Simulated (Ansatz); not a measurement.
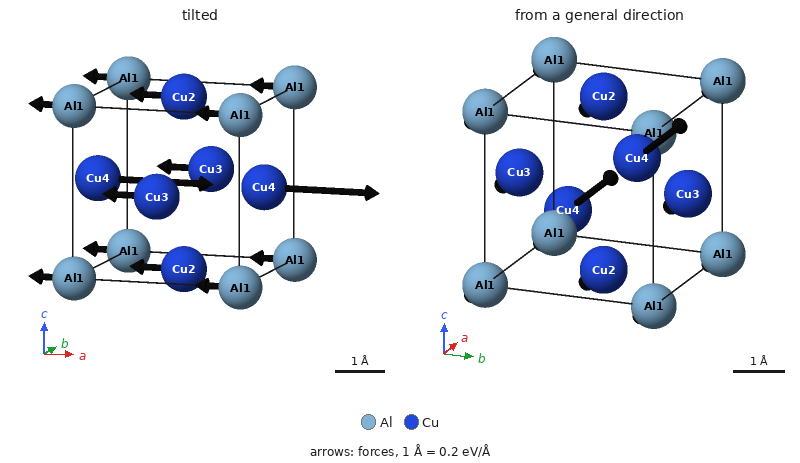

Spheres-only model, viewed slightly off an axis and from a general direction. The frame is the simulation cell; atoms at its boundary are shown with their periodic copies. The arrows are the computed forces on the atoms.

System: AlCu$_{3}$. All computed values are from DFT PBEsol, scalar-relativistic, plane waves, PAW (Ansatz 0.2.0). Settings: a kinetic-energy cutoff of 420 eV, a 14×14×14 sampling of the Brillouin zone, Gaussian smearing of 0.15 eV, no spin polarisation.

### Judging by the arrows, is the geometry relaxed?

No. The atoms still feel forces of up to about 0.42 eV/Å, far above a usual threshold of 0.01 to 0.03 eV/Å.

### Which atom feels the largest force?

Cu4, about 0.42 eV/Å.

### Average the force magnitudes by element.

Mean magnitudes: about Al 0.12 eV/Å, Cu 0.24 eV/Å.

Its origin is a structure listed in the Materials Project. The cell was then strained or its atoms displaced on purpose. It was run through Ansatz as a DFT input.
